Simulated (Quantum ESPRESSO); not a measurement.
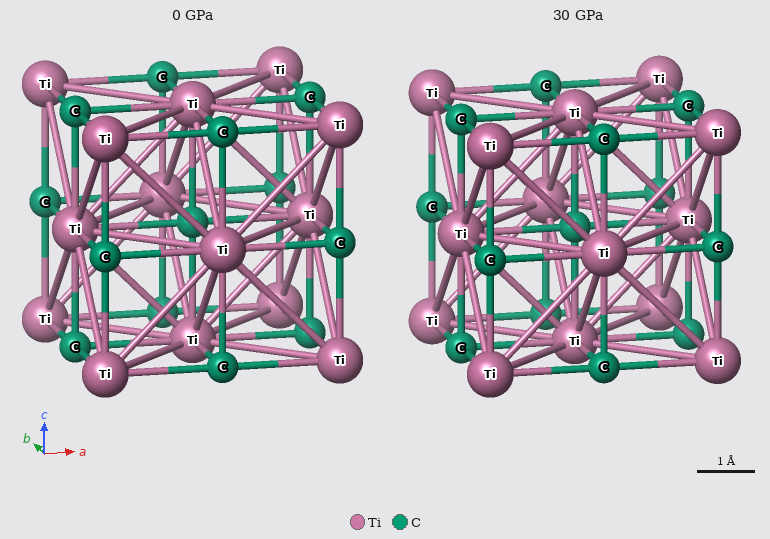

Solid TiC (set up in Fm-3m), relaxed (cell and atoms) at several target pressures. The picture shows the first and the last member. A ball-and-stick model of the conventional cell (4 times the calculation's cell), seen slightly off an axis. Lengths and directions refer to the drawn axes.

Computed with Quantum ESPRESSO 7.5: PBEsol, GBRV 1.5 PBEsol. Set-up: plane-wave cutoff 707.5 eV; k-point mesh 11 × 11 × 11; occupations fermi-dirac; smearing width 0.05 eV; no spin polarisation.

```csv
pressure (GPa),volume (Å³/atom),a (Å)
0,9.895,4.294
2,9.822,4.283
5,9.718,4.268
10,9.556,4.244
20,?,?
30,9.014,4.162
```

### Fill in the missing row.

Murnaghan's form V = V₀(1 + B′P/B₀)^(−1/B′), with V₀ = 9.895 Å³ from the row at zero pressure, fits the other rows with B₀ = 268 GPa and B′ = 3.81 (largest miss 0.000 Å³). At 20 GPa it gives 9.895 × (1 + 3.81 × 20/268)^(−1/3.81) = 9.266 Å³ per atom. The calculation gives 9.266 Å³/atom (a = 4.201 Å). The estimate is right to the digits shown. From the first member to the last: Ti–Ti 3.036 → 2.943 Å, C–Ti 2.147 → 2.081 Å.

The whole series:

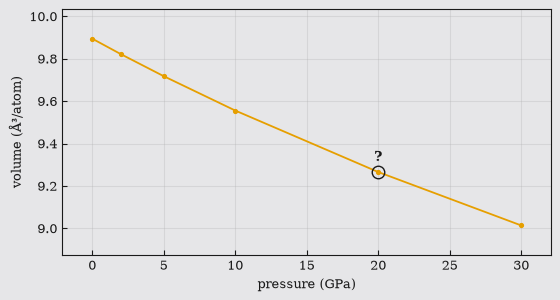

Each member starts from this one structure; whether another phase lies lower wasn't checked.
